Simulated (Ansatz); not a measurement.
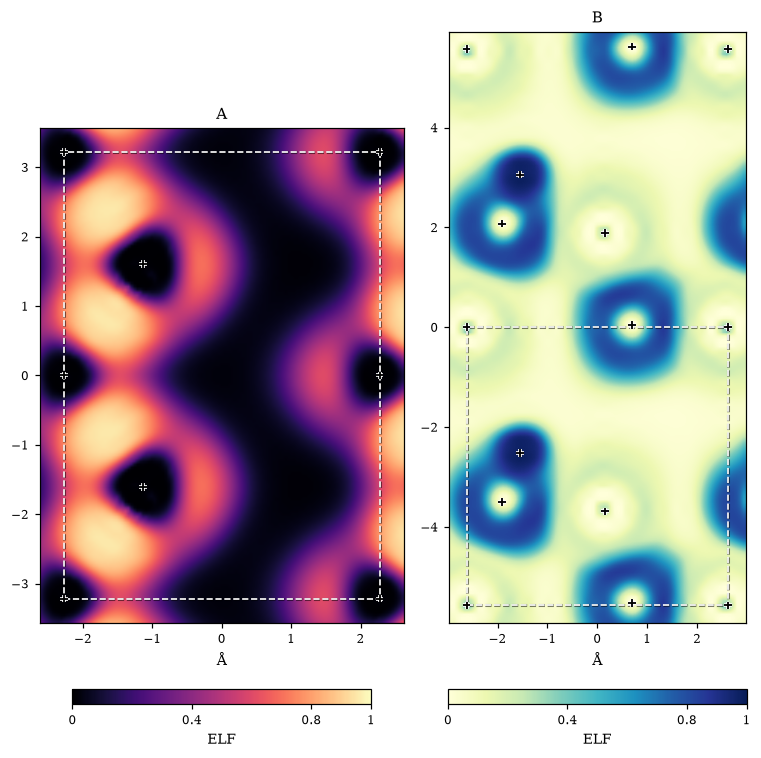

The electron localisation function of 2 systems, each on a plane through atoms (crosses mark nuclei in the plane).

Method: DFT PBE, scalar-relativistic, plane waves, PAW in Ansatz.

System 1: Ga6HN6 (cell charge +1, with a compensating background) (cell with a defect), the (001) plane of the calculation cell. 

```yaml
crystal:
  lattice:
    - [0.00000, 0.00000, -5.24317]
    - [4.82756, 2.78719, 0.00000]
    - [0.00000, -5.57438, 0.00000]
  atoms:
    - { symbol: Ga, position: [0.49679, 0.66858, 0.64296] }
    - { symbol: Ga, position: [0.50584, 0.32902, 0.00045] }
    - { symbol: Ga, position: [0.49675, 0.02605, 0.35794] }
    - { symbol: Ga, position: [0.00966, 0.34158, 0.33520] }
    - { symbol: Ga, position: [0.00966, 0.00679, 0.66564] }
    - { symbol: Ga, position: [0.03615, 0.66718, 0.00039] }
    - { symbol: N, position: [0.12987, 0.67339, 0.66540] }
    - { symbol: N, position: [0.13764, 0.33766, 0.00041] }
    - { symbol: N, position: [0.12986, 0.00840, 0.33542] }
    - { symbol: N, position: [0.63473, 0.34099, 0.32951] }
    - { symbol: N, position: [0.63473, 0.01195, 0.67138] }
    - { symbol: N, position: [0.64259, 0.70119, 0.00040] }
    - { symbol: H, position: [0.70938, 0.87744, 0.00053] }
```

System 2: BP, the (110) plane of the conventional cell. Space group F-43m; a structure from a database of computed crystals, not necessarily the ambient phase.

```xyz
8
Lattice="4.5482 0.0000 0.0000 0.0000 0.0000 -4.5482 0.0000 4.5482 0.0000" Properties=species:S:1:pos:R:3 pbc="T T T"
B     2.2741    0.0000   -2.2741
B     0.0000    2.2741   -2.2741
B     0.0000    0.0000    0.0000
B     2.2741    2.2741    0.0000
P     1.1370    1.1370   -3.4111
P     3.4111    3.4111   -3.4111
P     3.4111    1.1370   -1.1370
P     1.1370    3.4111   -1.1370
```

Question: Match each panel to its system.

Answer: Panel A is system 2, BP: the plane holds B and P. B–P (1.97 Å): the ELF peaks at about 0.95 between the atoms; localised, covalent bonding. Panel B is system 1, Ga6HN6: the plane holds Ga, N and H. N–H (1.04 Å): the ELF climbs to about 1 towards the hydrogen, as it does in any bond to H: an ordinary covalent bond to hydrogen.
